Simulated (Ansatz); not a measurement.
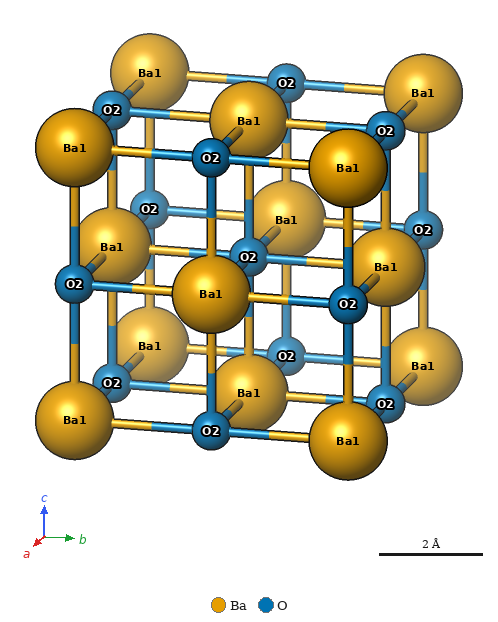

Figure 1. The structure as given in the input (ball-and-stick view of the cell 4 times as large as that of the calculation, set on its symmetry axes, seen slightly off an axis; atoms are numbered from 1 in the order of the input).

## Mending a single-point calculation on BaO

System: BaO (2 atoms in the cell).
Method of run 1: DFT, r2SCAN, plane waves, PAW, no spin polarisation (Ansatz 0.2.0).

The structure derives from an entry of the Crystallography Open Database. The run did not end well. The geometry comes from this level: r2SCAN. Text and figures count atoms from 1; the logs count them from 0 in places.

## Input file, run 1
```yaml
crystal:
  lattice:
    - [0.0, 2.7719428473, 2.7719428473]
    - [2.7719428473, 0.0, 2.7719428473]
    - [2.7719428473, 2.7719428473, 0.0]
  atoms:
    - { symbol: Ba, position: [0.0, 0.0, 0.0] }
    - { symbol: O, position: [0.5, 0.5, 0.5] }
kpoints:
  mp_grid: { grid: [6, 6, 6] }
hamiltonian:
  xc: r2scan
scf:
  occupations: { method: fixed }
  n_extra_bands: 4
  max_iter: 2
output:
  forces: true
  stress: true
  eigenvalues: true
```

Launched with:
```bash
ansatz run input.yaml --threads 4 --pin off --max-ram 3686MiB --backend cpu --events-out ev --progress --plain --runs-dir out
```

Hardware: 4 threads of an x86-64 CPU, shared host.

## Output, shortened to warnings, some set-up lines, iterations and results (run 1)
```
Error: did not converge after 2 iterations: dr2 = 3.07e-2 (threshold 1.00e-7), under the density mixer `msr1`, which `scf.mixing.algorithm: auto` chose by the deck's other keys (type `scf.mixing.algorithm: msr1` to keep it); at k-index 12, counted from 0 in this SCF's own list of k-points, the highest band that the last eigensolve's fill by count filled, 8.441193 eV, and the lowest that it left …
Basis set: ecut = 500 eV, 1067 PW (Γ), exchange–correlation on 120×120×120 points (64 copies of the dense FFT grid, shifted against one another)
Symmetry: 48 space group operations
k-points: 16 of 216
Initial density: superposition of atomic densities (neutral atoms: chi_scale 0, normalization atom), corrected by the library's trained network
[...]
SCF iter   1: F=—  HF=-6535.876758 eV  |F-HF|=—  |Δ(HF+E_count)|=         —  Δρ=8.94e-3  dr2=5.15e-2  dr2_τ=4.70e-2  ethr=1.77e-3  ⟨swp⟩=7.0  Hψ=2938  notcnv=0
SCF iter   2: F=—  HF=-6535.968255 eV  |F-HF|=—  |Δ(HF+E_count)|=   9.15e-2  Δρ=1.01e-2  dr2=3.07e-2  dr2_τ=5.82e-3  ethr=3.22e-4  ⟨swp⟩=5.2  Hψ=1548  notcnv=0
[...]
```

Question: Diagnose this run and give a change of the input that cures it.

Answer: Some settings of this run were drawn to be unusual or wrong. The run did not converge: “did not converge after 2 iterations: dr2 = 3.07e-2 (threshold 1.00e-7), under the density mixer `msr1`, which `scf.mixing.algorithm: auto` chose by the deck's other keys (type `scf.mixing.algorithm: msr1` to keep it) …” Its last values are not results.

A run of the same system that converges differs from this input as follows (lines with − go, lines with + come):
```diff
-  max_iter: 2
```

## Output, shortened to warnings, some set-up lines, iterations and results (run 2)
```
Basis set: ecut = 500 eV, 1067 PW (Γ), exchange–correlation on 120×120×120 points (64 copies of the dense FFT grid, shifted against one another)
Symmetry: 48 space group operations
k-points: 16 of 216
Initial density: superposition of atomic densities (neutral atoms: chi_scale 0, normalization atom), corrected by the library's trained network
[...]
SCF iter   1: F=—  HF=-6535.876705 eV  |F-HF|=—  |Δ(HF+E_count)|=         —  Δρ=9.75e-3  dr2=6.11e-2  dr2_τ=4.91e-2  ethr=1.77e-3  ⟨swp⟩=4.8  Hψ=1146  notcnv=0  defer=29
SCF iter   2: F=—  HF=-6535.971889 eV  |F-HF|=—  |Δ(HF+E_count)|=   9.52e-2  Δρ=1.21e-2  dr2=4.77e-2  dr2_τ=8.14e-3  ethr=3.82e-4  ⟨swp⟩=2.9  Hψ=503  notcnv=0  defer=25
SCF iter   3: F=—  HF=-6535.962057 eV  |F-HF|=—  |Δ(HF+E_count)|=   9.83e-3  Δρ=2.18e-3  dr2=1.33e-3  dr2_τ=1.43e-4  ethr=2.98e-4  ⟨swp⟩=2.6  Hψ=286  notcnv=0  defer=29
SCF iter   4: F=—  HF=-6535.961911 eV  |F-HF|=—  |Δ(HF+E_count)|=   1.46e-4  Δρ=5.63e-4  dr2=4.83e-5  dr2_τ=9.53e-6  ethr=8.33e-6  ⟨swp⟩=3.1  Hψ=348  notcnv=0  defer=28
SCF iter   5: F=—  HF=-6535.961926 eV  |F-HF|=—  |Δ(HF+E_count)|=   1.47e-5  Δρ=8.23e-5  dr2=1.83e-6  dr2_τ=2.13e-7  ethr=3.02e-7  ⟨swp⟩=2.1  Hψ=254  notcnv=0  defer=28
SCF iter   6: F=—  HF=-6535.961928 eV  |F-HF|=—  |Δ(HF+E_count)|=   1.97e-6  Δρ=1.94e-5  dr2=1.51e-7  dr2_τ=1.03e-8  ethr=1.15e-8  ⟨swp⟩=2.6  Hψ=314  notcnv=0  defer=28
SCF iter   7: F=-6535.961928 eV  HF=-6535.961928 eV  |F-HF|=9.84e-9  |Δ(HF+E_count)|=   7.47e-9  Δρ=5.29e-6  dr2=1.18e-8  dr2_τ=1.11e-9  ethr=6.25e-10  ⟨swp⟩=8.1  Hψ=1436  …
SCF 1 converged in 7 iterations: F = -6535.961928 eV  dr2 = 1.18e-8
SCF converged after 7 iterations
Free energy (F): -6535.961928 eV
Harris-Foulkes:  -6535.961928 eV  (|F-HF|=9.84e-9)
Internal energy: -6535.961928 eV  (E = F + TS)
E sigma→0 (E₀):  -6535.961928 eV
Fermi energy:    8.315297 eV
--- Per-component energies (eV) ---
  E_band       = -24.629186
  E_kinetic    = 346.053617
  E_local      = -563.732758  (includes V_loc(G=0)·N_el)
  E_nonlocal   = 103.161390
  E_hartree    = 201.670253
  E_xc         = -232.505925
  E_vxc        = -256.301867  (∫ρ·V_xc dr)
  E_paw        = -5411.029572  (= ΣΔE_a)
  E_vpaw       = -71.479450  (= ΣTr[D̂ρ^β])
  E_aug_tail   = 0.000995  (compensation charges beyond the density's cutoff)
  E_vtau       = 14.326290  (kinetic-family band-sum trace: ∫τ·v_τ [+ j·A + Jᵃ·Aᵃ] dr)
  E_ewald      = -979.618402
  E_core_change = 0.038475  (= ΣΔE_core)
  E_smearing   = -0.000000  (= −TS)
  E_closure    = 0.000000  (closes the sum)
  Σ components = -6535.961928   (vs F -6535.961928, Δ=0.00e0)
--- Forces (eV/Å), atoms counted from 1 ---
  atom   1  Ba    -0.00000000     0.00000000     0.00000000
  atom   2  O      0.00000000    -0.00000000     0.00000000
  max |Σ_I F_I| component: 3.05e-29 eV/Å
--- Stress (GPa, compression-positive) ---
        0.005124       0.000000      -0.000000
        0.000000       0.005124       0.000000
       -0.000000       0.000000       0.005124
  P = ⅓ Tr σ = 0.0051 GPa (0.051 kbar)
```

## The two runs side by side

| quantity | run 1 | run 2 |
| --- | --- | --- |
| outcome | not converged | converged |
| free energy per atom (eV) | – | −3267.9810 |
| gap on the mesh (eV) | – | 2.38 |
| pressure (GPa) | – | 0.01 |
| volume per atom (Å³) | – | 21.30 |
| largest force (eV/Å) | – | 0.000 |
| SCF iterations | – | 7 |
| irreducible k-points | – | 16 |
| plane waves at Γ | – | 1067 |
| wall time (shared host) | 2.6 s | 5.2 s |
